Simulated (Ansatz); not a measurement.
Take the following structure.

```cif
data_structure
_symmetry_space_group_name_H-M 'P 1'
_symmetry_Int_Tables_number 1
_cell_length_a 6.5094
_cell_length_b 6.5094
_cell_length_c 6.5094
_cell_angle_alpha 90.000
_cell_angle_beta 90.000
_cell_angle_gamma 90.000
_cell_volume 275.81
loop_
_atom_site_label
_atom_site_type_symbol
_atom_site_fract_x
_atom_site_fract_y
_atom_site_fract_z
_atom_site_occupancy
Hg1 Hg 0.00000 0.00000 0.00000 1
Te1 Te 0.25000 0.25000 0.75000 1
Hg2 Hg 0.00000 0.50000 0.50000 1
Te2 Te 0.25000 0.75000 0.25000 1
Hg3 Hg 0.50000 0.00000 0.50000 1
Te3 Te 0.75000 0.25000 0.25000 1
Hg4 Hg 0.50000 0.50000 0.00000 1
Te4 Te 0.75000 0.75000 0.75000 1
```

Work out the structure from the coordinates.

Answer. The material is HgTe. The atoms follow space group F-43m (No. 216); the Bravais lattice is face-centred cubic. In terms of structure types, this is zinc blende (sphalerite type). It has 8 atoms to the cell (4 Hg, 4 Te). The polyhedra are HgTe4 tetrahedra; they share corners. Hg is linked to four Te in a tetrahedral arrangement at 2.82 Å. Around each Te lie four Hg in a tetrahedral arrangement at 2.82 Å. The bonds build a three-dimensional framework.

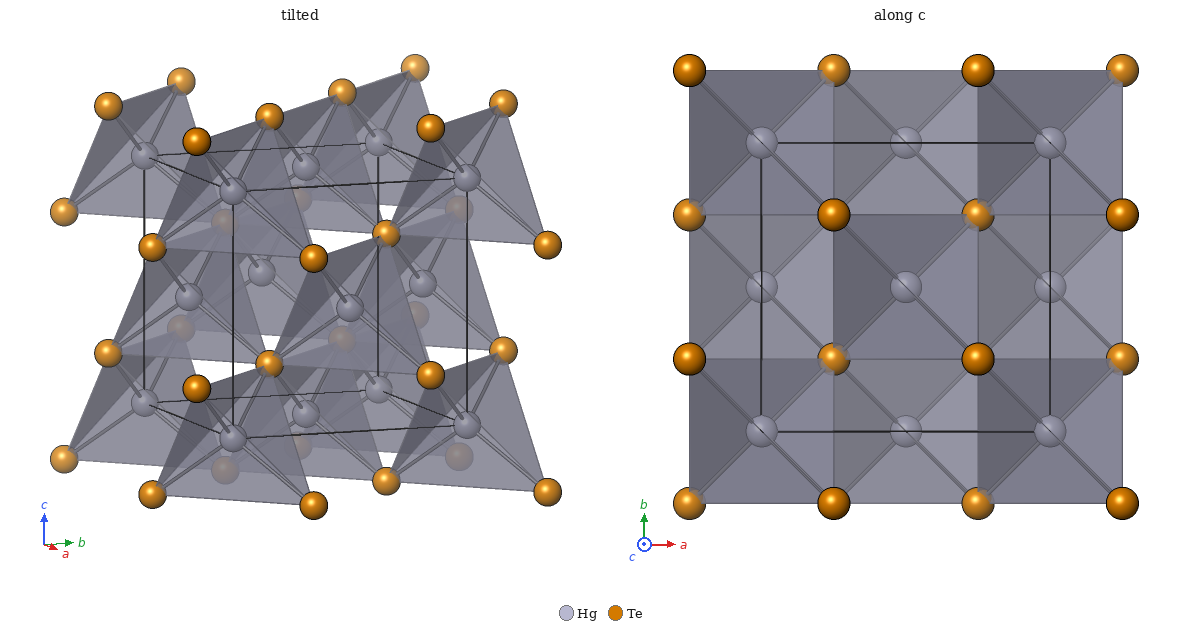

The crystal in a polyhedral representation, seen slightly off an axis and along the c axis. The frame is the conventional unit cell; atoms at its boundary are shown with their periodic copies. Some neighbours outside the box are added.

Provenance: a structure type known for this compound. Earlier steps of the study may have refined or changed the cell and positions. It was run through Ansatz as a DFT input.
